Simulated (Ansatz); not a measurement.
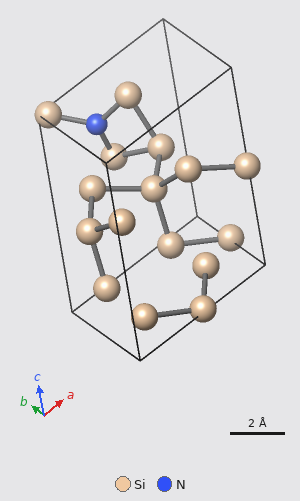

Starting frame of a dynamics run of Si with an interstitial N (17 atoms in the cell). The picture is a ball-and-stick view of the reduced simulation cell, seen slightly off an axis. Bonds to atoms that aren't drawn are left out. Lengths and directions refer to the drawn axes.

All numbers below come from DFT LDA, scalar-relativistic, plane waves, PAW in Ansatz 0.2.0.

Input file:
```yaml
crystal:
  lattice:
    - [0.0, 5.43, 5.43]
    - [5.43, 0.0, 5.43]
    - [5.43, 5.43, 0.0]
  atoms:
    - { symbol: Si, position: [0.05855884, -0.0278748, -0.0283323] }
    - { symbol: Si, position: [0.13291889, 0.12189157, 0.12139227] }
    - { symbol: Si, position: [-0.00584382, 0.0121571, 0.49397102] }
    - { symbol: Si, position: [0.10520202, 0.16054679, 0.60491916] }
    - { symbol: Si, position: [-0.00580567, 0.49448726, 0.01171888] }
    - { symbol: Si, position: [0.10530802, 0.60550783, 0.15997246] }
    - { symbol: Si, position: [0.01482729, 0.51494775, 0.51443352] }
    - { symbol: Si, position: [0.13965815, 0.63976669, 0.63927061] }
    - { symbol: Si, position: [0.50794798, 0.00811006, 0.00754101] }
    - { symbol: Si, position: [0.63404929, 0.13431855, 0.13414212] }
    - { symbol: Si, position: [0.4717978, -0.02819257, 0.55845762] }
    - { symbol: Si, position: [0.62160732, 0.1217934, 0.63252686] }
    - { symbol: Si, position: [0.4719773, 0.5587509, -0.02844708] }
    - { symbol: Si, position: [0.62162952, 0.63309903, 0.12132863] }
    - { symbol: Si, position: [0.51207104, 0.49432553, 0.49385709] }
    - { symbol: Si, position: [0.66041766, 0.60531537, 0.60488057] }
    - { symbol: "N", position: [0.32763898, 0.82789653, 0.82760754] }
magnetization:
  spin_polarized: true
basis:
  ecutwfc: 420.0
kpoints:
  mp_grid: { grid: [2, 2, 2] }
hamiltonian:
  xc: lda
scf:
  occupations: { method: fermi_dirac, width: 0.02 }
  lower_state_search: "off"
md:
  timestep: 1
  n_steps: 180
  ensemble: nve
  temperature: 3000.0
  initial_velocities: maxwell_boltzmann
  seed: 292827
```

Command:
```bash
ansatz run input.yaml --threads 1 --pin off --max-ram 3072MiB --backend cpu --events-out ev --progress --plain --runs-dir out
```

Question: What does the trajectory do?

Answer: Over the second half the temperature averages 1566 K (spread ±199 K). The first frame carries almost no forces, so kinetic energy first flows into potential energy: the temperature drops from 3000 to 1145 K within 17 fs, and without a thermostat its mean stays below the start. The potential energy in the second half lies on average 175 meV per atom above the first frame. In the second half of the run the atoms are, in the root-mean-square, this far from where they began (common drift taken out): N 1.70 Å, Si 0.67 Å. Against the typical shortest distance between atoms in the first frame, about 2.3 Å these are large excursions, but over 180 fs one can't yet tell strong vibration from the start of diffusion. 1 of the 17 free atoms end more than three quarters of that spacing from the start. Bond changes: one N–Si bond breaks at about 50 fs; one Si–Si bond breaks at about 76 fs; one Si–Si bond forms at about 93 fs.

Along the run (each row but the first and the last is the mean over the interval that it begins):

```tsv
time (fs)	potential energy (meV/atom)	T (K)
0.0	0.0	3000
22.0	140.2	1849
44.0	169.5	1609
66.0	180.5	1518
88.0	175.8	1557
110.0	180.9	1514
132.0	198.1	1373
154.0	148.3	1783
176.0	146.3	1799
```

The paths of the atoms:

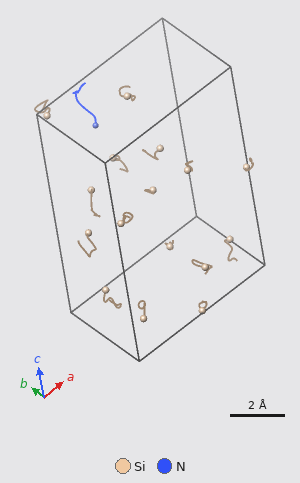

Limits of the set-up: the k-point mesh is coarse for a cell with partly filled bands; the periodic images lie only 7.7 Å apart, so the values are limited by the cell's size.
